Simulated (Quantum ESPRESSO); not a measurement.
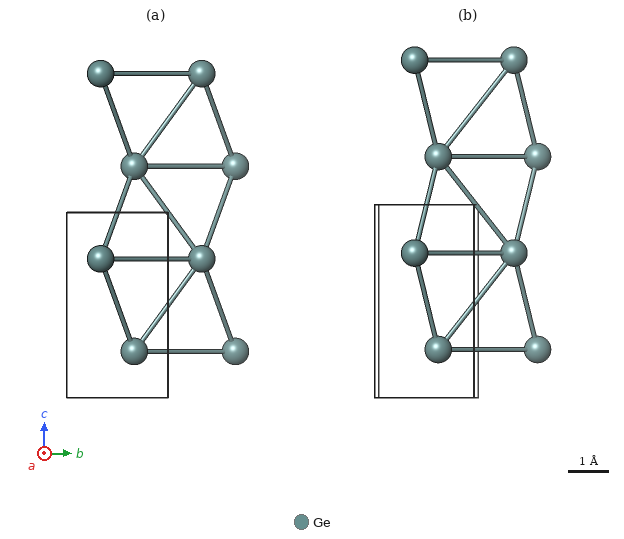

The structure of a crystal of Ge (set up in Cmcm) before (left) and after (right) a relaxation, at one scale.

Style: ball-and-stick. Shown: the cell of the calculation, repeated 1 × 2 × 2 with one cell outlined, along the a axis.

The run lets cell and atoms move.

Theory: Kohn-Sham DFT of a periodic cell, PBEsol, GBRV 1.5 PBEsol (Quantum ESPRESSO 7.5).

The input:
```
&CONTROL
  calculation = 'vc-relax'
  prefix = 'pwscf'
  outdir = './tmp'
  pseudo_dir = './pseudo'
  tprnfor = .true.
  tstress = .true.
  disk_io = 'low'
  nstep = 40
  forc_conv_thr = 0.0004
  etot_conv_thr = 1d-05
/
&SYSTEM
  ibrav = 0
  nat = 2
  ntyp = 1
  ecutwfc = 52
  ecutrho = 414
  nbnd = 21
  occupations = 'smearing'
  smearing = 'fd'
  degauss = 0.00367493
/
&ELECTRONS
  conv_thr = 4d-10
  electron_maxstep = 120
  mixing_beta = 0.5
/
&IONS
  ion_dynamics = 'bfgs'
/
&CELL
  cell_dynamics = 'bfgs'
  press = 0
  press_conv_thr = 0.3
/
ATOMIC_SPECIES
Ge    72.6300 ge_pbesol_v1.4.uspp.F.UPF
CELL_PARAMETERS bohr
   2.8120124872   -4.9032527413    0.0000000000
   2.8120124872    4.9032527413    0.0000000000
   0.0000000000    0.0000000000    8.9338612710
ATOMIC_POSITIONS bohr
Ge     2.8120124872    1.6333065361    2.2334653178
Ge     2.8120124872   -1.6333065361    6.7003959533
K_POINTS automatic
10 10 6 0 0 0
```

Run as
```bash
OMP_NUM_THREADS=1 mpirun -n 2 pw.x -nk 2 -in pw.in > pw.out
```

Q: Summarise the run.

A: The relaxation stopped without meeting its thresholds, so the last structure isn't shown to be converged. The largest moves relative to the cell, 0.28 Å, are those of Ge atoms. Cell: a = b 2.991 → 2.999 Å (+0.3 %), c 4.728 → 4.925 Å (+4.2 %), γ 120.3° → 124.3°. Volume +0.2 %. Among the contacts that change: Ge–Ge 2.924 → 3.178 Å, Ge–Ge 2.928 → 2.744 Å, Ge–Ge 2.976 → 2.800 Å, Ge–Ge 2.991 → 2.999 Å. The space group stays Cmcm (No. 63). The energy falls by 14.1 meV per atom in 39 geometry steps. The largest force component goes from 0.00055 to 0.15 eV/Å. The pressure goes from 0.39 to 0.07 GPa.
